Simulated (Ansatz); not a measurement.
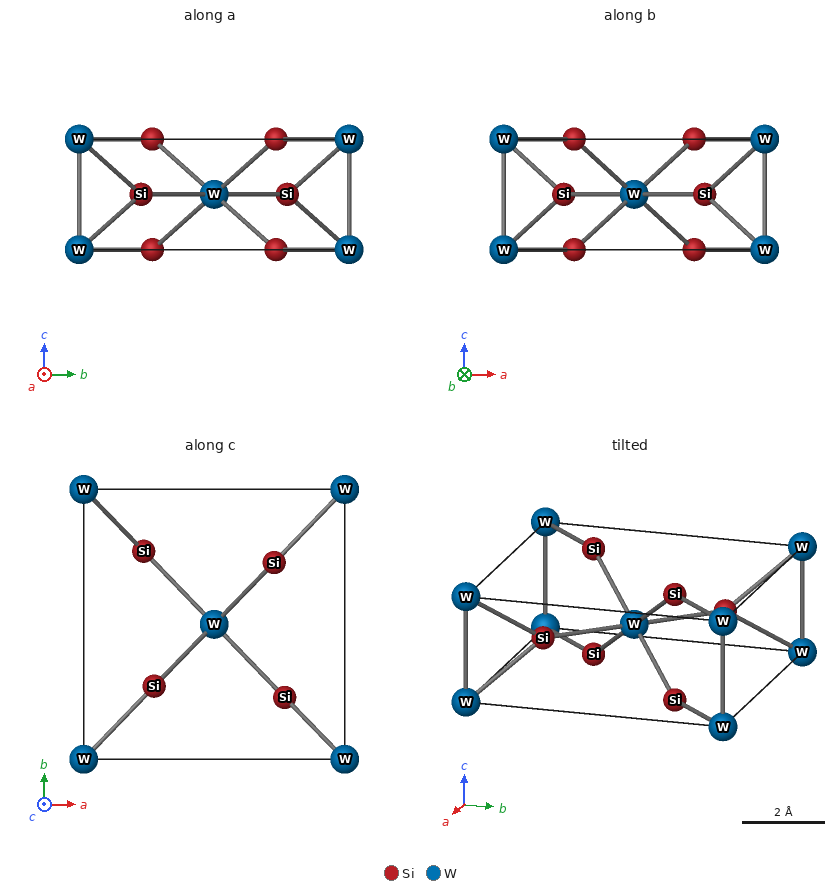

The image is a ball-and-stick drawing of a crystal, viewed along the a axis, along the b axis, along the c axis and slightly off an axis. One conventional unit cell is outlined, and atoms on its boundary appear in each equivalent place.

Lattice parameters: a = 6.4390 Å, b = 6.6572 Å, c = 2.7277 Å, α = 90.000°, β = 90.000°, γ = 90.000°.

Set out the cell and atoms as a CIF with its space group and independent sites, with free fractional coordinates to two decimals.

Answer.
```cif
data_structure
_symmetry_space_group_name_H-M 'P n n m'
_symmetry_Int_Tables_number 58
_cell_length_a 6.4390
_cell_length_b 6.6572
_cell_length_c 2.7277
_cell_angle_alpha 90.000
_cell_angle_beta 90.000
_cell_angle_gamma 90.000
_cell_volume 116.93
loop_
_atom_site_label
_atom_site_type_symbol
_atom_site_symmetry_multiplicity
_atom_site_Wyckoff_symbol
_atom_site_fract_x
_atom_site_fract_y
_atom_site_fract_z
_atom_site_occupancy
Si1 Si 4 g 0.23 0.77 0.50 1
W1 W 2 a 0.50 0.50 0.50 1
```

The structure comes from a textbook structure type filled with these elements (whether it is the usual form wasn't checked). What is shown is the relaxed result from DFT PBE, scalar-relativistic, plane waves, PAW in Ansatz 0.2.0.
